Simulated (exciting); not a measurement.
## C: 7 runs along one coordinate

System: C (2 atoms in the cell).
Method: Kohn-Sham DFT of a periodic cell, PBE, all-electron LAPW+lo, shipped species files, no spin polarisation (exciting sodium).

The 7 runs differ only in the geometry, by an even scaling of the cell at fixed fractional positions. The structure derives from an entry of the Crystallography Open Database.

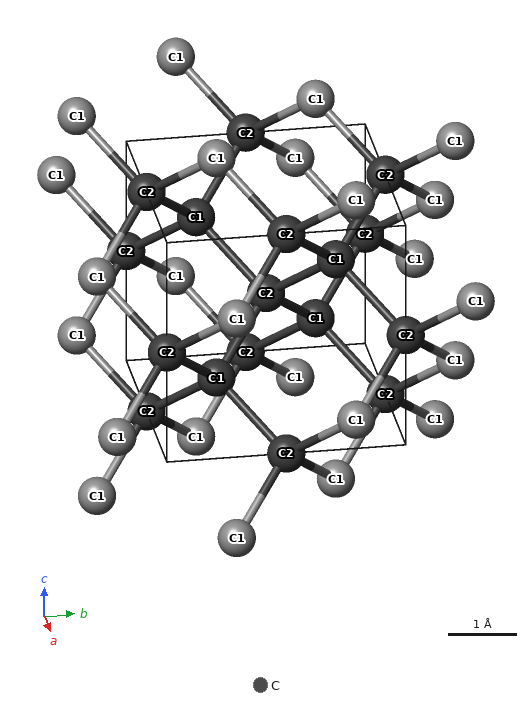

Figure 1. The structure of run 4 (ball-and-stick view of the cell 4 times as large as that of the calculation, set on its symmetry axes, seen at an oblique angle; neighbours outside the cell are drawn fainter; atoms are numbered from 1 in the order of the input).

### Input of run 4
```
<input>
  <title>C</title>
  <structure speciespath="./" tshift="false">
    <crystal scale="1">
      <basevect>0.000000000000 3.370080878874 3.370080878874</basevect>
      <basevect>3.370080878874 0.000000000000 3.370080878874</basevect>
      <basevect>3.370080878874 3.370080878874 0.000000000000</basevect>
    </crystal>
    <species speciesfile="C.xml" rmt="1.4">
      <atom coord="0.750000000000 0.750000000000 0.750000000000"/>
      <atom coord="0.500000000000 0.500000000000 0.500000000000"/>
    </species>
  </structure>
  <groundstate do="fromscratch" ngridk="13 13 13" rgkmax="7.5" gmaxvr="14" lmaxapw="10" lmaxmat="10" lmaxvr="8" xctype="GGA_PBE" stype="Fermi Dirac" swidth="0.00183747" nempty="10" ValenceRelativity="iora*" epsengy="1e-05" epspot="1e-05" maxscl="60" tforce="true" outputlevel="normal"/>
  <properties>
    <chargedensityplot>
      <plot3d>
        <box grid="13 13 13">
          <origin coord="0 0 0"/>
          <point coord="1 0 0"/>
          <point coord="0 1 0"/>
          <point coord="0 0 1"/>
        </box>
      </plot3d>
    </chargedensityplot>
    <elfplot>
      <plot3d>
        <box grid="13 13 13">
          <origin coord="0 0 0"/>
          <point coord="1 0 0"/>
          <point coord="0 1 0"/>
          <point coord="0 0 1"/>
        </box>
      </plot3d>
    </elfplot>
    <exccplot>
      <plot3d>
        <box grid="13 13 13">
          <origin coord="0 0 0"/>
          <point coord="1 0 0"/>
          <point coord="0 1 0"/>
          <point coord="0 0 1"/>
        </box>
      </plot3d>
    </exccplot>
  </properties>
</input>
```

Command:
```bash
OMP_NUM_THREADS=1 exciting_smp
```

Run 2 has the same physical settings and fractional positions; its lattice vectors (Å) are:
```
   0.000000    1.759267    1.759267
   1.759267    0.000000    1.759267
   1.759267    1.759267    0.000000
```

### Results, with one run withheld

```csv
run,volume per atom (Å³),"free energy per atom, from the lowest run given (meV)",gap on the mesh (eV)
1,5.332,34.67,4.29
2,5.445,?,?
3,5.558,4.50,4.20
4,5.672,0.00,4.15
5,5.785,1.78,4.11
6,5.899,9.22,4.07
7,6.012,21.80,4.03
```

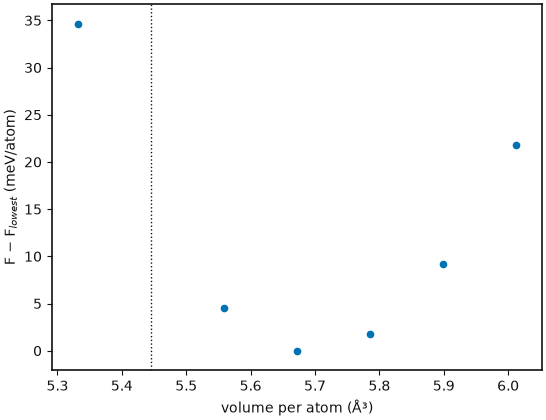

Figure 2. Free energy per atom of the runs given; the dotted line marks run 2.

Estimate the energy of run 2 from the others.

A cubic polynomial in V^(−2/3) (the Birch–Murnaghan form), fitted to the 6 runs given, misses them by at most 0.02 meV per atom. With x = V^(−2/3) − 0.31331 Å⁻², it reads F = −0.11136 − 94.759 x + 1.7649e+05 x² − 47693 x³ (meV per atom). At run 2 it gives 15.83 meV per atom, and the run itself gives 15.83. The fit has its minimum at 5.695 Å³ per atom, where V d²F/dV² gives 434 GPa: the bulk modulus at this level, since symmetry fixes the shape and the positions. The gap on the mesh goes, without turning, from 4.29 eV in run 1 to 4.03 eV in run 7; run 2 has 4.24 eV. These are gaps of this functional on this mesh, which can miss the band edges; they aren't the measured gap.

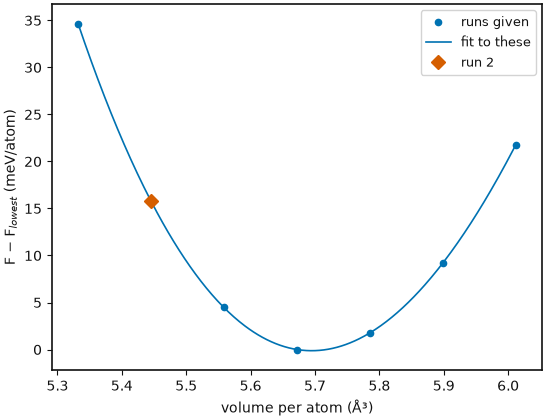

Figure 3. The fit and the withheld run.

### Some lines of the output (run 2)
```
[...]
 Fermi energy                               :         0.53366373
 Estimated fundamental gap                  :         0.15586898
 Absolute change in total energy   (target) :  0.889668E-05  ( 0.100000E-04)
 Total energy                               :       -76.19712756
 Fermi energy                               :         0.53366255
 Estimated fundamental gap                  :         0.15586978
 Absolute change in total energy   (target) :  0.354773E-04  ( 0.100000E-04)
 Total energy                               :       -76.19712502
 Fermi energy                               :         0.53366266
 Estimated fundamental gap                  :         0.15586971
 Absolute change in total energy   (target) :  0.254002E-05  ( 0.100000E-04)
 Total energy                               :       -76.19712510
 Absolute change in total energy   (target) :  0.788320E-07  ( 0.100000E-04)
 Total energy                               :       -76.19712511
```
